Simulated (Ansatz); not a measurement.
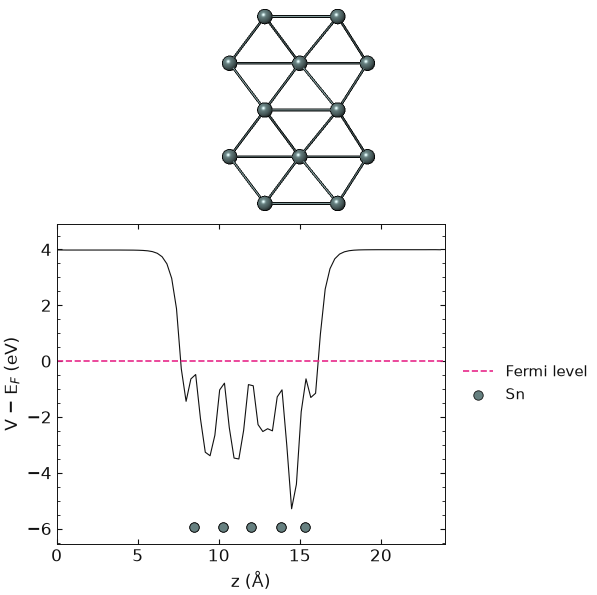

Plane-averaged electrostatic potential energy of an electron across the slab; circles at the bottom mark the heights of the atoms (positions after relaxation). The structure is drawn too.

System: a (100) slab cut from Sn (I4/mmm), 10 atoms in the cell. Starting structure of the relaxation:

```yaml
crystal:
  lattice:
    - [6.96216, 0.00000, 0.00000]
    - [0.00000, 4.61865, 0.00000]
    - [0.00000, 0.00000, 23.96216]
  atoms:
    - { symbol: Sn, position: [0.25000, 0.50000, 0.35473] }
    - { symbol: Sn, position: [0.75000, 0.50000, 0.35473] }
    - { symbol: Sn, position: [0.50000, 0.00000, 0.42736] }
    - { symbol: Sn, position: [0.00000, 0.00000, 0.42736] }
    - { symbol: Sn, position: [0.75000, 0.50000, 0.50000] }
    - { symbol: Sn, position: [0.25000, 0.50000, 0.50000] }
    - { symbol: Sn, position: [0.00000, 0.00000, 0.57264] }
    - { symbol: Sn, position: [0.50000, 0.00000, 0.57264] }
    - { symbol: Sn, position: [0.25000, 0.50000, 0.64527] }
    - { symbol: Sn, position: [0.75000, 0.50000, 0.64527] }
```

Ansatz 0.2.0; DFT PBE, scalar-relativistic, plane waves, PAW, no spin polarisation, 4×6×1 k mesh, 420 eV cutoff, Gaussian smearing of 0.1 eV.

> Read off the work function of each face.

The work function is 3.99 eV, the same on both faces. The two vacuum levels agree, so the slab has no net dipole along its normal.

> How thick are slab and vacuum?

The outermost atoms are 6.8 Å apart, which leaves 17.2 Å of vacuum in a cell 24.0 Å high.
